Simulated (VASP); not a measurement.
# BaS: optical spectrum, part 3 of 3

Aim: the dielectric function of BaS for independent particles, and its static limit with local fields. The cell is of the rock-salt type, one of the forms listed for this formula. The start is a cell from a database of measured crystal structures.

VASP 6.6.1, plane waves and PAW; the level of theory is named at each step.

So far, mean electronic dielectric tensor with local fields: step 4 (static response with local fields) 4.88.

## (5) Spectrum at LDA

This step: LDA; plane waves and PAW (Ba_sv, S) (VASP 6.6.1).

The spectrum is made again with LDA.

The input, INCAR:

```
SYSTEM = BaS
PREC = Accurate
ENCUT = 400
EDIFF = 1E-07
NELM = 100
ISMEAR = 0
SIGMA = 0.05
LREAL = .FALSE.
ALGO = Normal
GGA = CA
NBANDS = 40
LWAVE = .FALSE.
LCHARG = .FALSE.
KPAR = 4
LOPTICS = .TRUE.
NEDOS = 2000
CSHIFT = 0.15
```

The input, POSCAR:

```
BaS
1.0
    0.0000000000      3.1937500000      3.1937500000
    3.1937500000      0.0000000000      3.1937500000
    3.1937500000      3.1937500000      0.0000000000
Ba S
1 1
Direct
    0.0000000000      0.0000000000      0.0000000000
    0.5000000000      0.5000000000      0.5000000000
```

The input, KPOINTS:

```
Automatic mesh
0
Gamma
9 9 9
0 0 0
```

Potentials, in the order of the species: Ba_sv and S (PBE family, release 64).

Started as:

```
$ mpirun -np 4 vasp_std
```

What it wrote:

```text
[banner, memory and clock lines left out]
running    4 mpi-ranks, on    1 nodes
 distrk:  each k-point on    1 cores,    4 groups
 distr:  one band on    1 cores,    1 groups

 POSCAR found type information on POSCAR BaS
 POSCAR found :  2 types and       2 ions
|                                                                             |
|               ----> ADVICE to this user running VASP <----                  |
|                                                                             |
|     You enforced a specific xc type in the INCAR file but a different       |
|     [... a line on the potential file left out ...]
|     I HOPE YOU KNOW WHAT YOU ARE DOING!                                     |
|                                                                             |

 LDA part: xc-table for (Slater(with rela. corr.)+CA(PZ))
 , standard interpolation
 POSCAR, INCAR and KPOINTS ok, starting setup
 FFT: planning ... GRIDC
 FFT: planning ... GRID_SOFT
 FFT: planning ... GRID
 WAVECAR not read
 entering main loop
       N       E                     dE             d eps       ncg     rms          rms(c)
DAV:   1     0.620167898322E+02    0.62017E+02   -0.47915E+03  2800   0.284E+02
DAV:   2    -0.935327476583E+01   -0.71370E+02   -0.66965E+02  3568   0.875E+01
DAV:   3    -0.117029610523E+02   -0.23497E+01   -0.23216E+01  3536   0.135E+01
DAV:   4    -0.117229512025E+02   -0.19990E-01   -0.19985E-01  3376   0.128E+00
DAV:   5    -0.117230759611E+02   -0.12476E-03   -0.12476E-03  3408   0.984E-02    0.436E+00
DAV:   6    -0.112556485786E+02    0.46743E+00   -0.50884E-02  3584   0.180E+00    0.295E+00
DAV:   7    -0.112359630141E+02    0.19686E-01   -0.54327E-02  3648   0.680E-01    0.155E+00
DAV:   8    -0.112325140293E+02    0.34490E-02   -0.71854E-03  3688   0.241E-01    0.215E-01
DAV:   9    -0.112323111871E+02    0.20284E-03   -0.14895E-04  3544   0.758E-02    0.124E-01
DAV:  10    -0.112324098248E+02   -0.98638E-04   -0.75479E-05  3224   0.291E-02    0.292E-02
DAV:  11    -0.112324116896E+02   -0.18647E-05   -0.84392E-06  3592   0.793E-03    0.458E-03
DAV:  12    -0.112324119361E+02   -0.24649E-06   -0.17861E-07  3336   0.183E-03    0.158E-03
DAV:  13    -0.112324119080E+02    0.28053E-07   -0.81121E-08  3360   0.873E-04
   1 F= -.11232412E+02 E0= -.11232412E+02  d E =-.114032E-11
 optical routines
 imaginary and real dielectric function
 recalculating local potential from charge density
 direction            1
 direction            2
 direction            3
```

It took 7.6 s on 4 MPI ranks of Intel Xeon 6975P-C (Granite Rapids), shared host; peak memory 0.8 GiB; 28 s of CPU time.

OUTCAR, selected parts (step 5):

```text
   NELECT =      16.0000    total number of electrons

 E-fermi :   1.4282

 k-point     1 :       0.0000    0.0000    0.0000
  band No.  band energies     occupation
    ...
      4      -9.8475      2.00000
      5      -9.1031      2.00000
      6       1.2135      2.00000
      7       1.2135      2.00000
      8       1.2135      2.00000
      9       4.5286      0.00000
     10       4.9135      0.00000
     11       4.9135      0.00000
     12       4.9135      0.00000
     13       5.9031      0.00000
    ...

  Total       -0.7144499     -0.7144499     -0.7144499      0.0000000      0.0000000     -0.0000000
  in kB      -17.5691051    -17.5691051    -17.5691051      0.0000000      0.0000000     -0.0000000
  external PRESSURE =     -17.5691051 kB  Pullay stress =       0.0000000 kB

 POSITION                                       TOTAL-FORCE (eV/Angst)
 -----------------------------------------------------------------------------------
      0.00000      0.00000      0.00000        -0.000000     -0.000000      0.000000
      3.19375      3.19375      3.19375         0.000000      0.000000     -0.000000
 -----------------------------------------------------------------------------------
    total drift:                               -0.000000      0.000000      0.000000

  FREE ENERGIE OF THE ION-ELECTRON SYSTEM (eV)
  ---------------------------------------------------
  free  energy   TOTEN  =       -11.2324119080 eV

  energy  without entropy=      -11.2324119080  energy(sigma->0) =      -11.23241191

 plasma frequency squared (from intraband transitions) (eV^2)
  --------------------------------------------------------------------------------------
       0.000      -0.000       0.000
      -0.000       0.000      -0.000
       0.000      -0.000       0.000

[... 8 parts as in an earlier step ...]

[... 8 further parts left out ...]
```

The PAW data sets were made with PBE, though LDA sets exist; this is a small mismatch.

Numbers from this step:

```yaml
free_energy_toten: -11.23 eV
fermi_energy: 1.428 eV
pressure: -1.757 GPa
gap_on_the_k_mesh: 1.936 eV
least_direct_gap_on_the_k_mesh: 2.081 eV
```

The imaginary dielectric function, xx has structure finer than the step of the table below, so its rows give means over 2 eV, whole bins alone (the curve runs from 0 to 25.0 eV). Peaks (eV: height): 6.0: 7.71, 17.3: 2.90.

Absorption under the direct gap is the tail of the CSHIFT broadening, and fine structure depends on the mesh. The imaginary dielectric function, xx by photon energy; means over each step:

```
photon energy (eV)  imaginary dielectric function, xx
                 2                              0.995
                 4                               3.74
                 6                               6.71
                 8                               3.67
                10                               1.46
                12                               1.09
                14                               1.79
                16                               1.87
                18                               2.08
                20                              0.794
                22                              0.388
```

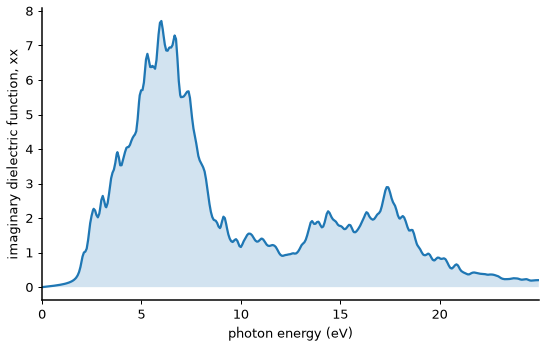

Imaginary dielectric function, xx against photon energy.

Table of real dielectric function, xx by photon energy:

```
photon energy (eV)  real dielectric function, xx
               0.0                          5.66
               2.5                          7.09
               5.0                          5.85
               7.5                         -1.29
              10.0                         0.305
              12.5                          1.08
              15.0                         0.742
              17.5                        -0.161
              20.0                        -0.377
              22.5                       0.00782
```

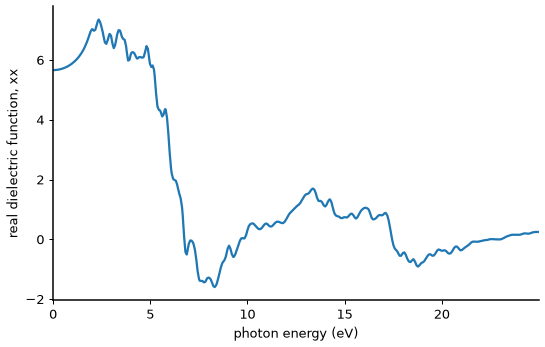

Real dielectric function, xx, plotted against photon energy.

## (6) Spectrum at PBE+SOC

This step: PBE, spin-orbit coupling; plane waves and PAW (Ba_sv, S) (VASP 6.6.1).

The spectrum is made again with PBE and spin-orbit coupling, on a coarser mesh.

Edit INCAR of step 5 so:

```diff
@@ -9,4 +9,9 @@
 ALGO = Normal
-GGA = CA
-NBANDS = 40
+GGA = PE
+LNONCOLLINEAR = .TRUE.
+MAGMOM = 0 0 0 0 0 0
+NBANDS = 80
+GGA_COMPAT = .FALSE.
+LASPH = .TRUE.
+LSORBIT = .TRUE.
 LWAVE = .FALSE.
```

POSCAR is that of step 5.

The input, KPOINTS:

```
Automatic mesh
0
Gamma
7 7 7
0 0 0
```

Started as:

```
$ mpirun -np 4 vasp_ncl
```

What it wrote:

```text
[... set-up lines as in an earlier step ...]
 entering main loop
       N       E                     dE             d eps       ncg     rms          rms(c)
DAV:   1     0.742991775550E+02    0.74299E+02   -0.45730E+03  3200   0.281E+02
DAV:   2    -0.758679371056E+01   -0.81886E+02   -0.77194E+02  4136   0.920E+01
DAV:   3    -0.108091822883E+02   -0.32224E+01   -0.31431E+01  4344   0.159E+01
DAV:   4    -0.108610571277E+02   -0.51875E-01   -0.51814E-01  4000   0.176E+00
DAV:   5    -0.108614867690E+02   -0.42964E-03   -0.42962E-03  3808   0.159E-01    0.480E+00
DAV:   6    -0.103645083019E+02    0.49698E+00   -0.57480E-02  3920   0.200E+00    0.358E+00
DAV:   7    -0.103641324505E+02    0.37585E-03   -0.10083E-01  4088   0.944E-01    0.192E+00
DAV:   8    -0.103762778127E+02   -0.12145E-01   -0.83640E-03  3608   0.327E-01    0.365E-01
DAV:   9    -0.103785565629E+02   -0.22788E-02   -0.16986E-03  3792   0.155E-01    0.259E-01
DAV:  10    -0.103787899393E+02   -0.23338E-03   -0.10956E-04  3992   0.307E-02    0.139E-01
DAV:  11    -0.103792383089E+02   -0.44837E-03   -0.17157E-04  3584   0.383E-02    0.506E-02
DAV:  12    -0.103792798535E+02   -0.41545E-04   -0.33049E-05  3864   0.190E-02    0.532E-03
DAV:  13    -0.103792820245E+02   -0.21711E-05   -0.19165E-06  3752   0.440E-03    0.654E-03
DAV:  14    -0.103792820133E+02    0.11253E-07   -0.20979E-07  3824   0.180E-03
   1 F= -.10379282E+02 E0= -.10379282E+02  d E =-.892596E-13  mag=     0.0000     0.0000    -0.0000
 optical routines
 imaginary and real dielectric function
 recalculating local potential from charge density
 direction            1
 direction            2
 direction            3
```

Elapsed: 24 s, on 4 MPI ranks; peak memory 1.5 GiB.

From OUTCAR (step 6):

```text
   k-points           NKPTS =     20   k-points in BZ     NKDIM =     20   number of bands    NBANDS=     80

   NELECT =      16.0000    total number of electrons

 E-fermi :   1.7330

 k-point     1 :       0.0000    0.0000    0.0000
  band No.  band energies     occupation
    ...
     12       1.3588      1.00000
     13       1.5021      1.00000
     14       1.5021      1.00000
     15       1.5021      1.00000
     16       1.5021      1.00000
     17       5.0501      0.00000
     18       5.0501      0.00000
     19       5.2948      0.00000
     20       5.2948      0.00000
     21       5.2948      0.00000
    ...

  Total        0.5753863      0.5753863      0.5753863      0.0000000     -0.0000000      0.0000000
  in kB       14.1493790     14.1493790     14.1493790      0.0000000     -0.0000000      0.0000000
  external PRESSURE =      14.1493790 kB  Pullay stress =       0.0000000 kB

 POSITION                                       TOTAL-FORCE (eV/Angst)
 -----------------------------------------------------------------------------------
      0.00000      0.00000      0.00000        -0.000000      0.000000     -0.000000
      3.19375      3.19375      3.19375         0.000000     -0.000000      0.000000
 -----------------------------------------------------------------------------------
    total drift:                                0.000000      0.000000      0.000000

  FREE ENERGIE OF THE ION-ELECTRON SYSTEM (eV)
  ---------------------------------------------------
  free  energy   TOTEN  =       -10.3792820133 eV

  energy  without entropy=      -10.3792820133  energy(sigma->0) =      -10.37928201

 plasma frequency squared (from intraband transitions) (eV^2)
  --------------------------------------------------------------------------------------
       0.000       0.000      -0.000
       0.000       0.000       0.000
      -0.000       0.000       0.000

 Spin-Orbit-Coupling matrix elements
 Ion:    1  E_soc:     -0.3889625
 Ion:    2  E_soc:     -0.0023872

[... 6 parts as in an earlier step ...]

[... 9 further parts left out ...]
```

LASPH is switched on together with spin-orbit coupling, so the change from the scalar run holds both.

Numbers from this step:

| Item | Value |
| --- | --- |
| free energy (TOTEN) | -10.38 eV |
| Fermi energy | 1.733 eV |
| pressure | 1.415 GPa |
| gap on the k-mesh | 2.115 eV |
| least direct gap on the k-mesh | 2.226 eV |

On-site spin-orbit energy by atom:

```
atom  on-site spin-orbit energy (eV)
 Ba1                          -0.389
  S2                          -0.002
```

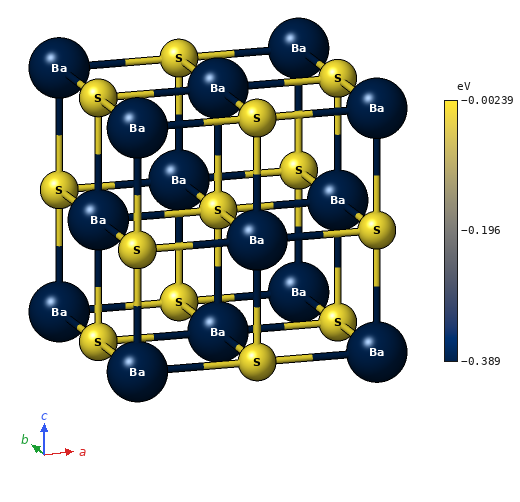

Atoms coloured by on-site spin-orbit energy. Some periodic images of atoms are drawn too.

Absorption under the direct gap is the tail of the CSHIFT broadening, and fine structure depends on the mesh. Imaginary dielectric function, xx against photon energy; read off at these points:

```
photon energy (eV)  imaginary dielectric function, xx
               0.0                                  0
               1.0                             0.0620
               2.0                              0.407
               3.0                               2.34
               4.0                               2.73
               4.9                               5.75
               5.0                               5.49
               6.0                               7.84
               6.1                               8.53
               7.0                               6.90
               8.0                               3.94
               8.7                               2.76
               9.0                               1.85
              10.0                               1.60
              11.0                               1.24
              12.0                               1.19
              13.0                               1.09
              14.0                               1.92
              15.0                               1.47
              16.0                               1.79
              17.0                               2.17
              18.0                               2.16
              19.0                               1.53
              20.0                              0.990
              21.0                              0.576
              22.0                              0.456
              23.0                              0.265
              24.0                              0.295
```

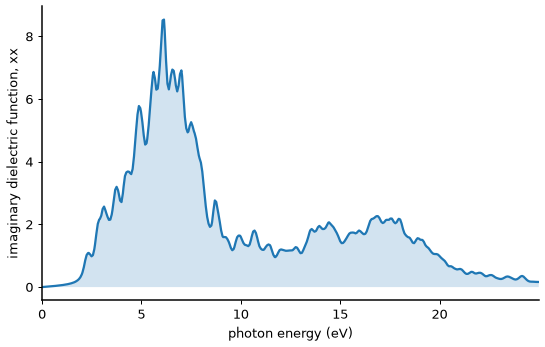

Imaginary dielectric function, xx against photon energy.

The real dielectric function, xx by photon energy:

```
photon energy (eV)  real dielectric function, xx
               0.0                          5.35
               2.5                          6.57
               5.0                          4.95
               7.5                        -0.506
              10.0                         0.211
              12.5                          1.02
              15.0                         0.591
              17.5                         0.223
              20.0                        -0.517
              22.5                       -3.2e-4
```

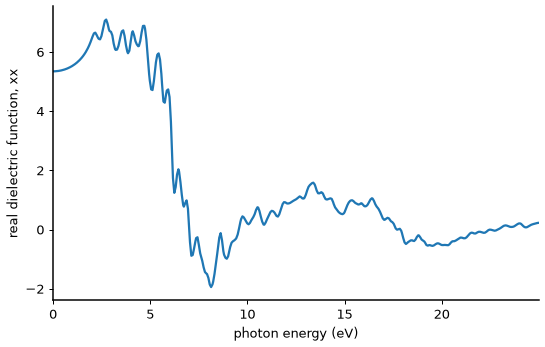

Real dielectric function, xx against photon energy.

## (7) Results

| Quantity | Value |
| --- | --- |
| PBE, independent particles | eps xx at zero frequency 5.32, centre of weight of eps2 xx, over the range kept, at 9.78 eV, mesh 9×9×9 |
| LDA, independent particles | eps xx at zero frequency 5.66, centre of weight of eps2 xx, over the range kept, at 9.52 eV, mesh 9×9×9 |
| PBE with spin-orbit coupling, independent particles | eps xx at zero frequency 5.35, centre of weight of eps2 xx, over the range kept, at 9.76 eV, mesh 7×7×7 |
| PBE, with local fields | eps 4.88, 4.88, 4.88 |

In words: Local fields, and the bands above those summed, take the mean static value from 5.32 to 4.88. Excitons and quasiparticle shifts are absent, so the onset can't be set against measurement and its shape can differ.

[Lines on the potential files, build, host, timing and source positions are cut from VASP's logs without a mark.]

[Logs are printed without paths, hosts, clocks, repeated set-up lines and the standing remarks that a program may print on its own settings, such as how far it seeks lower states.]

[Hosts, paths, dates, database ids (printed as entryN), source tags and the programs' standing remarks are cut or masked in the printed files.]
